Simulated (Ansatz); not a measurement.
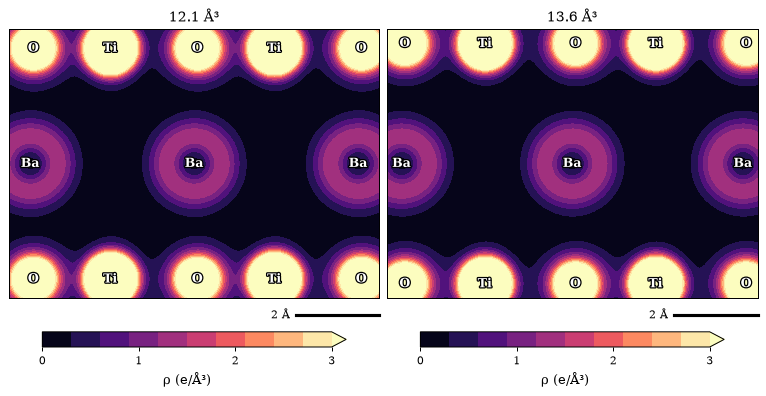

BaTiO3. The valence electron density of cells scaled evenly to different volumes (given per atom above each panel), on the (110) plane of each (indices in the axes of the cell below), at one length scale and on one colour scale.

The calculation used Kohn-Sham DFT of a periodic cell, BLYP with D4, Ansatz PAW (Ansatz 0.2.0).

Core electrons are frozen (PAW), and the valence fields are smoothed inside the atomic spheres.

The largest cell:

```xyz
5
Lattice="4.0782 0.0000 0.0000 0.0000 4.0782 0.0000 0.0000 0.0000 4.0968" Properties=species:S:1:pos:R:3 pbc="T T T"
Ba    0.0000    0.0000    0.0000
Ti    2.0391    2.0391    2.0074
O     0.0000    2.0391    2.1180
O     2.0391    0.0000    2.1180
O     2.0391    2.0391    0.0778
```

| volume (Å³/atom) | Ti–O contact in the plane (Å) | ρ at its midpoint (e/Å³) | pressure (GPa) | gap on the mesh (eV) | 
| --- | --- | --- | --- | --- |
| 12.08 | 1.854 | 0.923 | 14.7 | 2.10 | 
| 12.34 | 1.867 | ? | ? | ? | 
| 13.63 | 1.930 | 0.762 | −6.2 | 1.81 | 

### Estimate the missing row, and compare with the calculation.

Over the known rows ln ρ falls by 2.52 per Å of Ti–O distance (the line through the two), which gives 0.893 e/Å³ at 1.867 Å; the calculation gives 0.893 e/Å³. For the pressure, a straight line in volume between the neighbouring rows gives 11.2 GPa; the calculation gives 10.2, lower because pressure rises ever faster on compression. For the gap on the mesh, a straight line in volume between the neighbouring rows gives 2.05 eV; the calculation gives 2.05.
